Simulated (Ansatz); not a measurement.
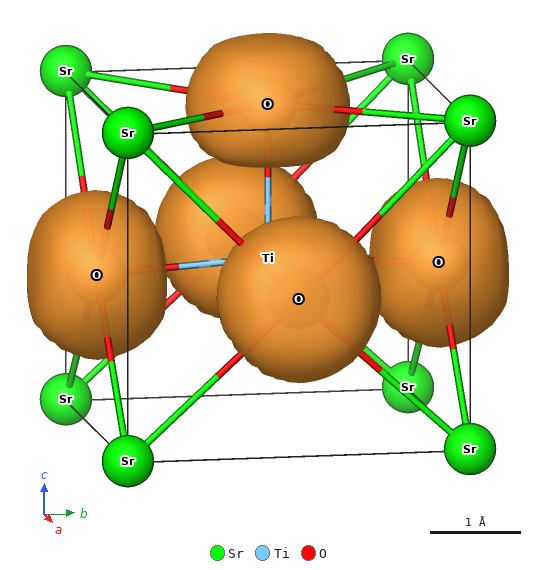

*SrTiO$_{3}$. Isosurface of the electron localisation function at 0.65 (orange), seen slightly off an axis. Only the valence region is drawn (cores and ρ < 0.01 e/Å³ removed). Sticks mark near contacts.*

Space group Pmm2; a point of a scan over the structure, not its minimum; changed on purpose from its base cell (mode 1 frozen in at -0.083 Å, equal normal strain along x and y -0.0400); not relaxed (largest force 1.3 eV/Å); computed pressure about 20 GPa in this cell; computed without spin polarisation; PAW files of the earlier set (soft_1).

Theory: Ansatz 0.2.0, DFT PBEsol, scalar-relativistic, plane waves, PAW.

In a PAW calculation such maps are meaningful between the atoms, not at the nuclei.

Describe the localisation domains.

The ELF exceeds this value in three regions wrapped around O (the valence shell of each), counted in one cell of 5 atoms. Any copies at cell faces, edges or corners count once. Profiles from the grid: Ti–O (1.75 Å): the ELF peaks at about 0.80 in the valence shell of O, 0.5 Å from its nucleus, and is about 0.25 at the midpoint: no shared electron pair shows on this line. Sr–O (2.57 Å): the ELF is about 0.10 at the midpoint: a largely ionic contact.
